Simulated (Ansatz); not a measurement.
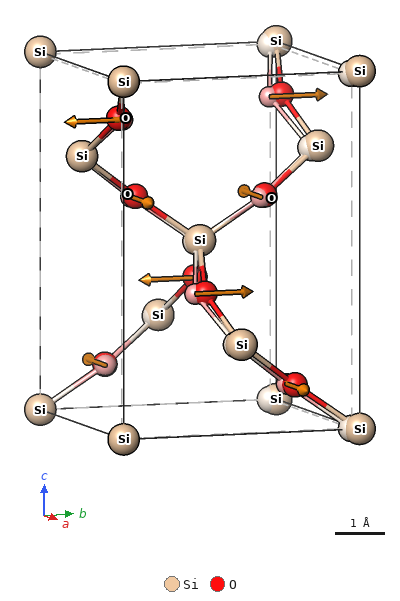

Crystalline SiO2 (set up in I-42d), drawn pale, and a changed version of it, drawn solid. The orange arrows show how the atoms are displaced (without the part that the change of the cell carries along), magnified 10 times. The picture is a ball-and-stick view of the conventional cell (2 times the calculation's cell), seen slightly off an axis. Lengths and directions refer to the drawn axes.

Level of theory: DFT PBE, scalar-relativistic, plane waves, PAW (Ansatz 0.2.0). Set-up: plane-wave cutoff 420 eV; k-point mesh 6 × 6 × 6; occupations gaussian; smearing width 0.02 eV; no spin polarisation.

Describe the change and its computed effect.

The volume is changed by +6.0 %. The cell's shape and the atoms are relaxed at that volume. The volume changes by +6.0 %, with a = b 5.027 → 5.157 Å (+2.6 %), c 7.379 → 7.433 Å (+0.7 %). The largest moves relative to the cell, 0.13 Å, are those of O atoms. Si stays in place. The space group stays I-42d (No. 122). It costs 3.8 meV per atom. The pressure goes from 0.0 to −1.3 GPa. The gap on the k-mesh: 5.73 eV before, 5.53 eV after.
